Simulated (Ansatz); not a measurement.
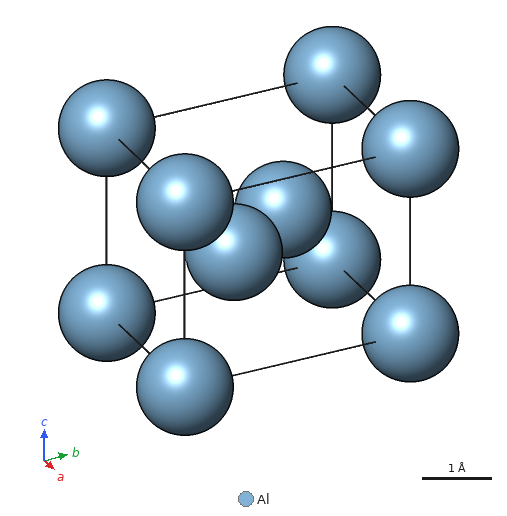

The figure gives a spheres-only picture of the atoms, viewed slightly off an axis. The frame is the conventional unit cell; atoms at its boundary are shown with their periodic copies.

The cell is given by a = 4.58 Å, b = 4.58 Å, c = 2.77 Å, α = 90.00°, β = 90.00°, γ = 120.00°.

Q: Count the atoms in the cell.

A: 3 (aluminium), counting shared atoms by their share.

Q: Determine the space group.

A: P6/mmm (No. 191), with Al on 1a and Al on 2d.

Q: Which prototype does it follow?

A: Ω phase (AlB₂-like).

The structure was taken from a textbook structure type filled with this element (whether it is the usual form wasn't checked). This is the structure after a relaxation with DFT PBEsol, scalar-relativistic, plane waves, PAW (Ansatz).
